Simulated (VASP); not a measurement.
BN (space group P6_3/mmc, No. 194). Coordinates: an entry of the Crystallography Open Database, as set up for an electronic-structure calculation.

```yaml
crystal:
  lattice:
    - [2.49824, 0.00000, 0.00000]
    - [-1.24912, 2.16354, 0.00000]
    - [0.00000, 0.00000, 6.63570]
  atoms:
    - { symbol: N, position: [0.66667, 0.33333, 0.25000] }
    - { symbol: N, position: [0.33333, 0.66667, 0.75000] }
    - { symbol: B, position: [0.66667, 0.33333, 0.75000] }
    - { symbol: B, position: [0.33333, 0.66667, 0.25000] }
```

Describe how the polyhedra about B are linked (bonds: B–N below 1.6 Å).

B: BN3 triangle, sharing corners with six neighbours.

They form layers of corner-sharing triangles parallel to (001).

Centre to centre across a shared corner: 2.50 Å.

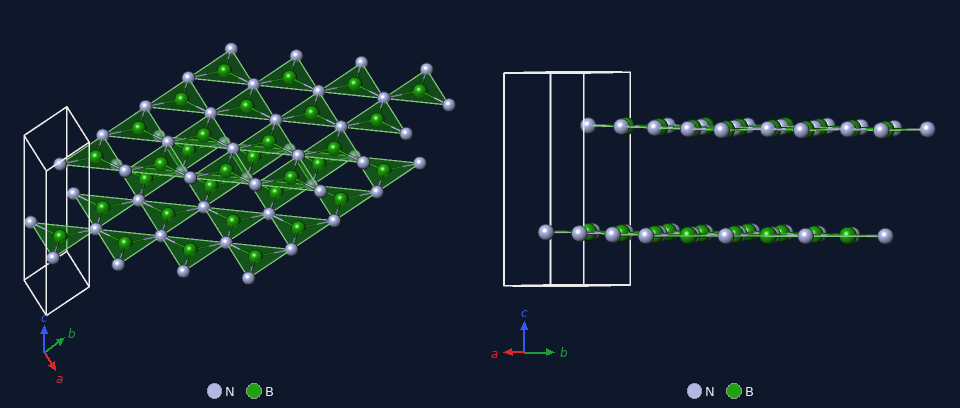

Polyhedra are drawn about B (bonds: B–N below 1.6 Å); other atoms are plain spheres. Two views of the same piece.
